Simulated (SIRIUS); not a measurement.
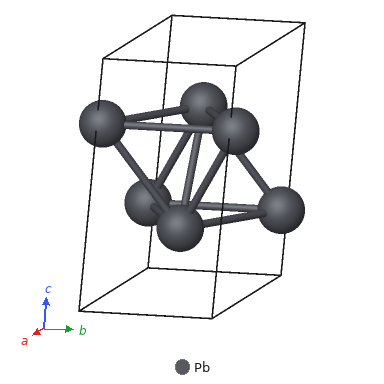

System: Pb, space group C2/m (No. 12). The picture shows the conventional cell.

Structure:
```yaml
crystal:
  lattice:
    - [3.03861, -1.75032, 0.00000]
    - [3.03861, 1.75032, 0.00000]
    - [-2.11546, 0.00000, 6.09522]
  atoms:
    - { symbol: Pb, position: [0.90851, 0.90851, 0.72629] }
    - { symbol: Pb, position: [0.09149, 0.09149, 0.27371] }
```

Computed with SIRIUS 7.12.0: plane-wave DFT, no spin polarisation; energies at scaled volumes of the given cell, shape and fractions fixed, counted from the fit's minimum, third-order Birch-Murnaghan fit. Level: PBEsol.

```
       setting                          value
        k mesh                          9×9×5
   occupations                    Fermi–Dirac
smearing width                        0.05 eV
    potentials  dojo sr pbesol 0.4.1 standard
   wave cutoff                       765.3 eV
density cutoff                        3061 eV
```

What does the calculation give for the energy and pressure against volume? The volume takes the values 30.47, 31.12, 31.77, 32.42, 33.07, 33.71, 34.36 Å³/atom.

A third-order Birch–Murnaghan fit gives V0 = 31.07 Å³/atom, B0 = 45.8 GPa and B′ = 4.8. The energy is 1.73 meV/atom at volume 30.47 Å³/atom and 40.89 meV/atom at 34.36 Å³/atom; the lowest computed point is at volume 31.12 Å³/atom (0.01 meV/atom). The pressure falls from 0.93 GPa at volume 30.47 Å³/atom to −3.62 GPa at 34.36 Å³/atom, and changes sign near 31.08 Å³/atom.

| volume (Å³/atom) | energy (meV/atom) | pressure (GPa) |
| --- | --- | --- |
| 30.47 | 1.73 | 0.93 |
| 31.12 | 0.01 | −0.07 |
| 31.77 | 2.13 | −0.97 |
| 32.42 | 7.65 | −1.75 |
| 33.07 | 16.17 | −2.45 |
| 33.71 | 27.35 | −3.07 |
| 34.36 | 40.89 | −3.62 |

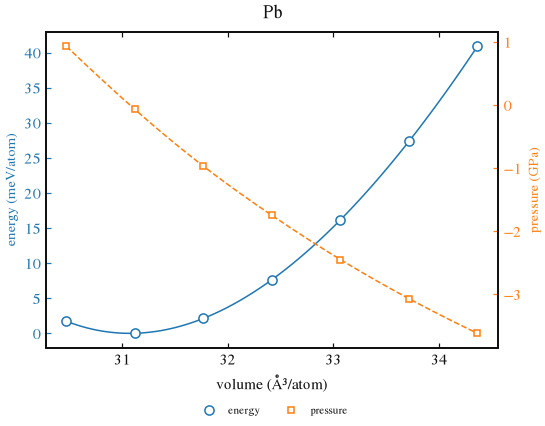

Caveats: spin-orbit coupling left out, heavy elements; shape and atomic fractions are frozen while scaling, which makes layered, chain and framework solids too stiff.
